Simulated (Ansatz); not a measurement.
# SiGe$_{7}$: what the fields show

```
CELL_PARAMETERS angstrom
-3.97093 -6.87785 0.00000
-3.97093 6.87785 0.00000
0.00000 0.00000 -6.55690
ATOMIC_POSITIONS crystal
Si 0.66667 0.33333 0.93747
Ge 0.66542 0.83271 0.93690
Ge 0.16729 0.33458 0.93690
Ge 0.16729 0.83271 0.93690
Ge 0.83271 0.66542 0.43690
Ge 0.83271 0.16729 0.43690
Si 0.33333 0.66667 0.43747
Ge 0.33458 0.16729 0.43690
Ge 0.66667 0.33333 0.56930
Ge 0.66222 0.83111 0.56084
Ge 0.16889 0.33778 0.56084
Ge 0.16889 0.83111 0.56084
Ge 0.83111 0.66222 0.06084
Ge 0.83111 0.16889 0.06084
Ge 0.33333 0.66667 0.06930
Ge 0.33778 0.16889 0.06084
```

Space group P6₃mc; a generated structure, not necessarily the stable one.

Computed with Ansatz, DFT PBEsol, scalar-relativistic, plane waves, PAW.

Core electrons are frozen (PAW), and the valence fields are smoothed inside the atomic spheres.

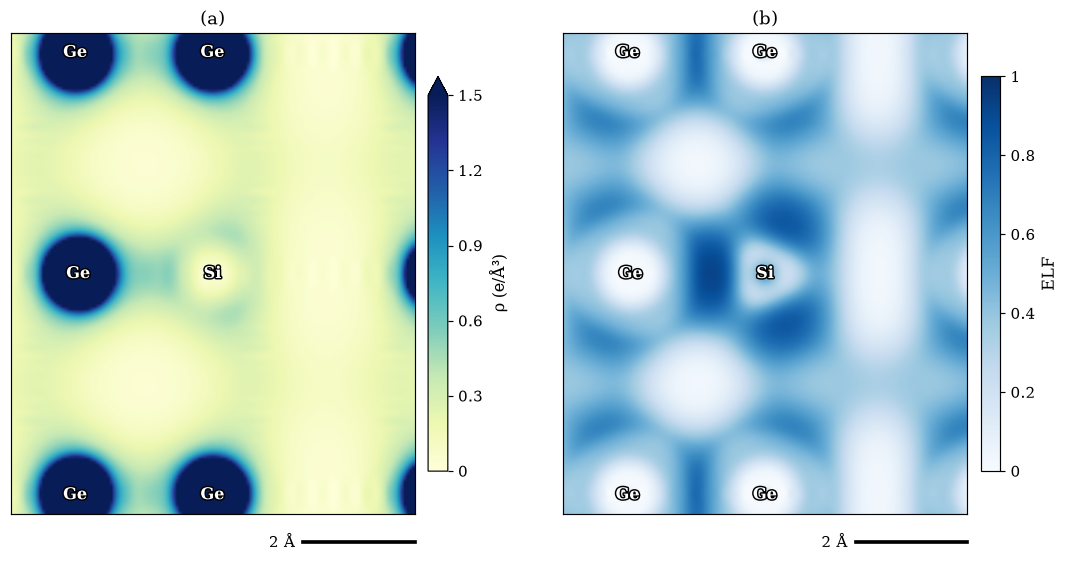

Figure 1. (a) valence charge density (pseudo); (b) ELF on the (11̄0) plane of the conventional cell.

Read the bonding off the picture.

Answer. Atoms in the plane: Si and Ge.
Si–Ge (2.41 Å): ρ at the midpoint is about 0.54 e/Å³; the ELF peaks at about 0.90 between the atoms.
Ge–Ge (2.47 Å): the density is about 0.49 e/Å³ at the midpoint; the ELF peaks at about 0.80 between the atoms.
The density dies away to nearly zero in the voids.

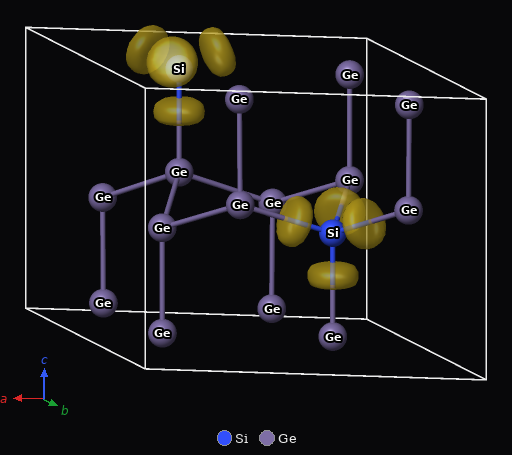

Figure 2. Isosurface of the ELF at 0.8 (yellow), seen at an oblique angle. Core shells and regions of very low density are left out. Sticks mark near contacts.

Where are the electrons localised?

Answer. The ELF exceeds this value in eight regions between bonded Ge–Si atoms, counted in one cell of 16 atoms. Regions shared between cells count once. Profiles from the grid: Si–Ge (2.40 Å): the ELF peaks at about 0.90 between the atoms. Ge–Ge (2.44 Å): the ELF peaks at about 0.75 between the atoms.

Does the calculation give a band gap?

Answer. It is gapless in this calculation (a metal or semimetal).
